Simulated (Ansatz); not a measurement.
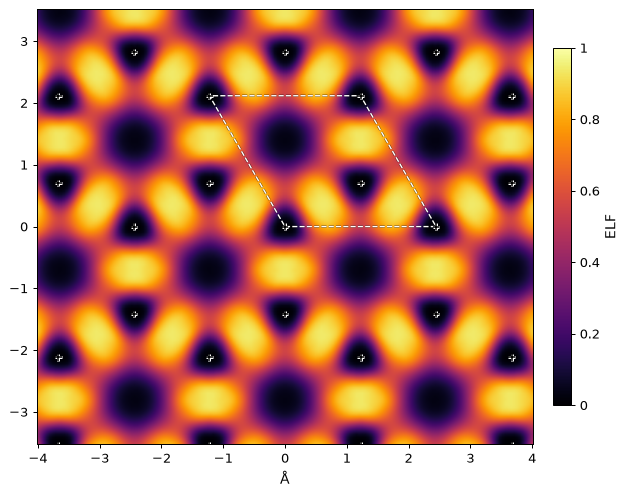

The ELF on a plane through atoms (crosses mark nuclei in the plane).

Level of theory: Ansatz, DFT LDA, scalar-relativistic, plane waves, PAW.

Candidates:
A. AlCu₃, a = 3.59 Å, b = 3.59 Å, c = 3.59 Å, α = 90.00°, β = 90.00°, γ = 90.00°. Space group Pm-3m; a structure from a database of computed crystals, not necessarily the ambient phase; computed without spin polarisation.
B. C, a = 2.45 Å, b = 2.45 Å, c = 10.42 Å, α = 90.00°, β = 90.00°, γ = 120.00°. Space group P-3m1.
C. Ta₂Si, a = 6.09 Å, b = 6.09 Å, c = 5.01 Å, α = 90.00°, β = 90.00°, γ = 90.00°. Space group I4/mcm; a structure from a database of computed crystals, not necessarily the ambient phase.

Which system is this?

Answer. Candidate B: C on the (001) plane of the conventional cell, which holds C. C–C (1.41 Å): the ELF peaks at about 0.95 between the atoms, as expected for a covalent bond.
